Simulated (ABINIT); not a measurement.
## Run report: MoS$_{2}$, G0W0 calculation (part 1 of 4)

System: MoS$_{2}$ (R3m, 3 atoms in the cell).
Method: Kohn-Sham DFT of a periodic cell, LDA, PseudoDojo NC SR LDA v0.4.1 standard, G0W0, no spin polarisation (ABINIT 10.8.3).

The structure derives from an entry of the Crystallography Open Database.

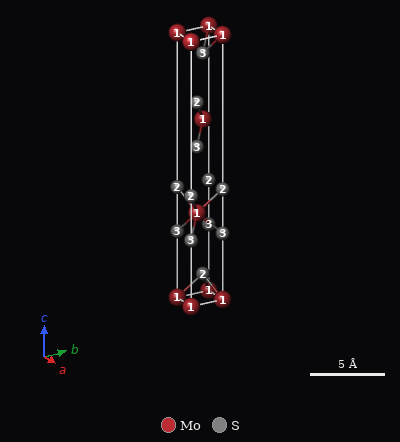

The input geometry (ball-and-stick view of the cell 3 times as large as that of the calculation, set on its symmetry axes, seen slightly off an axis; atoms are numbered from 1 in the order of the input). An atom can appear more than once, as a periodic image.

### Results in brief

```tsv
quantity	value
outcome	converged
space group (tolerance 0.01 Å)	R3m (160)
electrons treated	26
quasiparticle gap	1.49 eV
gap on the k-point mesh	0.93 eV
hardware	4 threads of Arm Neoverse V2, 24 GiB of memory available, shared host
wall time	30 min (CPU time 2 h)
peak memory	9.2 GiB
```

Further notes kept with the run: Slow version without MPI-IO support. Processors send data to master. Points of doubt noted for this run: bands and screening cutoff small; k mesh coarse for many body.

### Input file
```
ndtset 4

pp_dirpath "./"
pseudos "Mo.upf, S.upf"

acell 6.4149071181 6.4149071181 6.414907118 Angstrom
rprim
     0.2463013058     0.1422021252     0.9587044499
    -0.2463013058     0.1422021252     0.9587044499
     0.0000000000    -0.2844042504     0.9587044499
ntypat 2
znucl 42 16
natom 3
typat 1 2 2
xred
            0.0            0.0            0.0
   0.4170000000   0.4170000000   0.4170000000
            1/4            1/4            1/4

ecut 35.0

kptopt 1
ngkpt 5 5 5
nshiftk 1
shiftk 0.0 0.0 0.0
istwfk *1

ixc 7

occopt 1

nstep 80
diemac 6.0

iomode 3
prteig 0
prtebands 0

nband1 13
tolvrs1 1.0e-12
prtden1 1
prtwf1 0

iscf2 -2
getden2 1
nband2 216
nbdbuf2 18
tolwfr2 1.0e-12
nstep2 120
prtden2 0

optdriver3 3
getwfk3 2
nband3 198
ecuteps3 9.6
ecutwfn3 21.0
inclvkb3 2
ppmodel3 1

optdriver4 4
getwfk4 2
nband4 198
ecuteps4 9.6
ecutsigx4 35.0
ecutwfn4 35.0
symsigma4 1
getscr4 3
ppmodel4 1
gw_qprange4 0
```

Run as:
```bash
mpirun --bind-to none -np 4 abinit run.abi > log 2>&1
```

### Output
```
.Version 10.8.3 of ABINIT
 DATASET    1 : space group R3 m (#160); Bravais hR (rhombohedral)
================================================================================
 Values of the parameters that define the memory need for DATASET  1.
     intxc =       0    ionmov =       0      iscf =       7    lmnmax =       6
     lnmax =       6     mgfft =      72  mpssoang =       3    mqgrid =    3001
     natom =       3  nloc_mem =       1    nspden =       1   nspinor =       1
    nsppol =       1      nsym =       6    n1xccc =    2501    ntypat =       2
    occopt =       1   xclevel =       1
       mpw =        3568          nfft =      373248          nkpt =          19
================================================================================
================================================================================

 DATASET    2 : space group R3 m (#160); Bravais hR (rhombohedral)
================================================================================
 Values of the parameters that define the memory need for DATASET  2.
     intxc =       0    ionmov =       0      iscf =      -2    lmnmax =       6
     lnmax =       6     mgfft =      72  mpssoang =       3    mqgrid =    3001
     natom =       3  nloc_mem =       1    nspden =       1   nspinor =       1
    nsppol =       1      nsym =       6    n1xccc =    2501    ntypat =       2
    occopt =       1   xclevel =       1
       mpw =        3568          nfft =      373248          nkpt =          19
================================================================================
================================================================================

 DATASET    3 : space group R3 m (#160); Bravais hR (rhombohedral)
================================================================================
 Values of the parameters that define the memory need for DATASET  3.
     intxc =       0    ionmov =       0      iscf =       7    lmnmax =       6
     lnmax =       6     mgfft =      54  mpssoang =       3    mqgrid =    3001
     natom =       3  nloc_mem =       1    nspden =       1   nspinor =       1
    nsppol =       1      nsym =       6    n1xccc =    2501    ntypat =       2
    occopt =       1   xclevel =       1
       mpw =        1667          nfft =      157464          nkpt =          19
================================================================================
================================================================================

 DATASET    4 : space group R3 m (#160); Bravais hR (rhombohedral)
================================================================================
 Values of the parameters that define the memory need for DATASET  4.
     intxc =       0    ionmov =       0      iscf =       7    lmnmax =       6
     lnmax =       6     mgfft =      72  mpssoang =       3    mqgrid =    3001
     natom =       3  nloc_mem =       1    nspden =       1   nspinor =       1
    nsppol =       1      nsym =       6    n1xccc =    2501    ntypat =       2
    occopt =       1   xclevel =       1
       mpw =        3568          nfft =      373248          nkpt =          19
================================================================================
================================================================================

--------------------------------------------------------------------------------
------------- Echo of variables that govern the present computation ------------
--------------------------------------------------------------------------------
 -outvars: echo values of preprocessed input variables --------
            acell      1.2122417576E+01  1.2122417576E+01  1.2122417576E+01 Bohr
              amu      9.59400000E+01  3.20660000E+01
           diemac      6.00000000E+00
             ecut1     3.50000000E+01 Hartree
             ecut2     3.50000000E+01 Hartree
             ecut3     2.10000000E+01 Hartree
             ecut4     3.50000000E+01 Hartree
          ecuteps1     0.00000000E+00 Hartree
          ecuteps2     0.00000000E+00 Hartree
          ecuteps3     9.60000000E+00 Hartree
          ecuteps4     9.60000000E+00 Hartree
         ecutsigx1     0.00000000E+00 Hartree
         ecutsigx2     0.00000000E+00 Hartree
         ecutsigx3     0.00000000E+00 Hartree
         ecutsigx4     3.50000000E+01 Hartree
          ecutwfn1     0.00000000E+00 Hartree
          ecutwfn2     0.00000000E+00 Hartree
          ecutwfn3     2.10000000E+01 Hartree
          ecutwfn4     3.50000000E+01 Hartree
           getden1          0
           getden2          1
           getden3          0
           getden4          0
           getscr1          0
           getscr2          0
           getscr3          0
           getscr4          3
           getwfk1          0
           getwfk2          0
           getwfk3          2
           getwfk4          2
             iscf1          7
             iscf2         -2
             iscf3          7
             iscf4          7
              ixc           7
           jdtset        1    2    3    4
         kptrlatt        5    0    0      0    5    0      0    0    5
          kptrlen      2.98576728E+01
            natom           3
            nband1         13
            nband2        216
            nband3        198
            nband4        198
           nbdbuf1          0
           nbdbuf2         18
           nbdbuf3          0
           nbdbuf4          0
           ndtset           4
            ngfft1         72      72      72
            ngfft2         72      72      72
            ngfft3         54      54      54
            ngfft4         72      72      72
             nkpt          19
           npweps1          0
           npweps2          0
           npweps3        503
           npweps4        503
          npwsigx1          0
          npwsigx2          0
          npwsigx3          0
          npwsigx4       3493
            nstep1         80
            nstep2        120
            nstep3         80
            nstep4         80
             nsym           6
           ntypat           2
        optdriver1          0
        optdriver2          0
        optdriver3          3
        optdriver4          4
           prtden1          1
           prtden2          0
           prtden3          1
           prtden4          1
        prtebands           0
           prteig           0
            prtwf1          0
            prtwf2          1
            prtwf3          1
            prtwf4          1
            rprim      2.4630130580E-01  1.4220212520E-01  9.5870444990E-01
                      -2.4630130580E-01  1.4220212520E-01  9.5870444990E-01
                       0.0000000000E+00 -2.8440425040E-01  9.5870444990E-01
          spgroup         160
           tolvrs1     1.00000000E-12
           tolvrs2     0.00000000E+00
           tolvrs3     0.00000000E+00
           tolvrs4     0.00000000E+00
           tolwfr1     0.00000000E+00
           tolwfr2     1.00000000E-12
           tolwfr3     0.00000000E+00
           tolwfr4     0.00000000E+00
            typat      1  2  2
           xangst      0.0000000000E+00  0.0000000000E+00  0.0000000000E+00
                       4.7842516902E-17  1.1859794830E-11  7.6936499997E+00
                       0.0000000000E+00  7.1100996618E-12  4.6124999998E+00
            xcart      0.0000000000E+00  0.0000000000E+00  0.0000000000E+00
                       9.0409254119E-17  2.2411764139E-11  1.4538891408E+01
                       0.0000000000E+00  1.3436141089E-11  8.7163617554E+00
             xred      0.0000000000E+00  0.0000000000E+00  0.0000000000E+00
                       4.1700000000E-01  4.1700000000E-01  4.1700000000E-01
                       2.5000000000E-01  2.5000000000E-01  2.5000000000E-01
            znucl       42.00000   16.00000

================================================================================

 chkinp: Checking input parameters for consistency, jdtset=   1.

 chkinp: Checking input parameters for consistency, jdtset=   2.

 chkinp: Checking input parameters for consistency, jdtset=   3.

 chkinp: Checking input parameters for consistency, jdtset=   4.

================================================================================
== DATASET  1 ==================================================================

--- !DatasetInfo
iteration_state: {dtset: 1, }
dimensions: {natom: 3, nkpt: 19, mband: 13, nsppol: 1, nspinor: 1, nspden: 1, mpw: 3568, }
cutoff_energies: {ecut:  35.0, pawecutdg:  -1.0, }
electrons: {nelect:   2.60000000E+01, charge:   0.00000000E+00, occopt:   1.00000000E+00, tsmear:   1.00000000E-02, }
meta: {optdriver: 0, ionmov: 0, optcell: 0, iscf: 7, paral_kgb: 0, }
...

 Exchange-correlation functional for the present dataset will be:
  LDA: Perdew-Wang 92 LSD fit to Ceperley-Alder data - ixc=7
  J.P.Perdew and Y.Wang, PRB 45, 13244 (1992)

 Real(R)+Recip(G) space primitive vectors, cartesian coordinates (Bohr,Bohr^-1):
 R(1)=  2.9857673  1.7238335 11.6218157  G(1)=  0.1674611  0.0966837  0.0286817
 R(2)= -2.9857673  1.7238335 11.6218157  G(2)= -0.1674611  0.0966837  0.0286817
 R(3)=  0.0000000 -3.4476671 11.6218157  G(3)=  0.0000000 -0.1933675  0.0286817
 Unit cell volume ucvol=  3.5890253E+02 bohr^3
 Angles (23,13,12)=  2.85174998E+01  2.85174998E+01  2.85174998E+01 degrees

 getcut: wavevector=  0.0000  0.0000  0.0000  ngfft=  72  72  72
         ecut(hartree)=     35.000   => boxcut(ratio)=   2.23090

 getcut : COMMENT -
  Note that boxcut > 2.2 ; recall that boxcut=Gcut(box)/Gcut(sphere) = 2
  is sufficient for exact treatment of convolution.
  Such a large boxcut is a waste : you could raise ecut
  e.g. ecut=   43.547902 Hartrees makes boxcut=2

--- Pseudopotential description ------------------------------------------------
- pspini: atom type   1  psp file is ./Mo.upf
  42.00000  14.00000  180309                  znucl, zion, pspdat
12 -1012 2 -1 1602                            pspcod,pspxc,lmax,lloc,mmax
     nproj     2     2     2

- pspini: atom type   2  psp file is ./S.upf
  16.00000   6.00000  180309                  znucl, zion, pspdat
12 -1012 2 -1 1132                            pspcod,pspxc,lmax,lloc,mmax
     nproj     2     2     2

   8.62314590E+02                                ecore*ucvol(ha*bohr**3)
--------------------------------------------------------------------------------

================================================================================

--- !BeginCycle
iteration_state: {dtset: 1, }
solver: {iscf: 7, nstep: 80, nline: 4, wfoptalg: 0, }
tolerances: {tolvrs: 1.00E-12, }
...

     iter   Etot(hartree)      deltaE(h)  residm     vres2
 ETOT  1  -92.186904676574    -9.219E+01 7.094E-02 1.061E+04
 ETOT  2  -90.047035912849     2.140E+00 1.168E-02 1.333E+05
 ETOT  3  -92.559155590085    -2.512E+00 2.037E-02 1.147E+03
 ETOT  4  -92.593375375166    -3.422E-02 2.627E-03 8.434E+01
 ETOT  5  -92.594618592476    -1.243E-03 8.245E-05 1.851E+01
 ETOT  6  -92.594851945770    -2.334E-04 2.895E-05 2.735E+00
 ETOT  7  -92.594911501074    -5.956E-05 3.320E-06 4.149E-02
 ETOT  8  -92.594913386986    -1.886E-06 1.202E-06 5.329E-03
 ETOT  9  -92.594913686312    -2.993E-07 1.347E-07 1.223E-03
 ETOT 10  -92.594913744898    -5.859E-08 6.785E-08 1.737E-04
 ETOT 11  -92.594913756251    -1.135E-08 8.341E-09 2.773E-05
 ETOT 12  -92.594913758936    -2.685E-09 4.366E-09 5.357E-07
 ETOT 13  -92.594913759461    -5.257E-10 5.523E-10 1.350E-06
 ETOT 14  -92.594913759611    -1.502E-10 2.906E-10 1.151E-07
 ETOT 15  -92.594913759651    -3.969E-11 3.792E-11 2.518E-07
 ETOT 16  -92.594913759651     6.395E-13 2.129E-11 3.433E-07
 ETOT 17  -92.594913759661    -1.086E-11 2.275E-12 4.169E-08
 ETOT 18  -92.594913759657     4.576E-12 1.200E-12 1.359E-09
 ETOT 19  -92.594913759662    -5.144E-12 1.230E-13 1.030E-08
 ETOT 20  -92.594913759659     3.283E-12 7.840E-14 5.612E-09
 ETOT 21  -92.594913759663    -4.007E-12 1.009E-14 5.104E-10
 ETOT 22  -92.594913759660     2.842E-12 5.688E-15 5.240E-12
 ETOT 23  -92.594913759660    -5.969E-13 6.478E-16 9.624E-12
 ETOT 24  -92.594913759661    -7.105E-13 2.980E-16 2.559E-13

 At SCF step   24       vres2   =  2.56E-13 < tolvrs=  1.00E-12 =>converged.

 Cartesian components of stress tensor (hartree/bohr^3)
  sigma(1 1)=  1.17059763E-04  sigma(3 2)= -2.46130710E-13
  sigma(2 2)=  1.17059764E-04  sigma(3 1)=  0.00000000E+00
  sigma(3 3)=  3.16548284E-05  sigma(2 1)=  0.00000000E+00
```
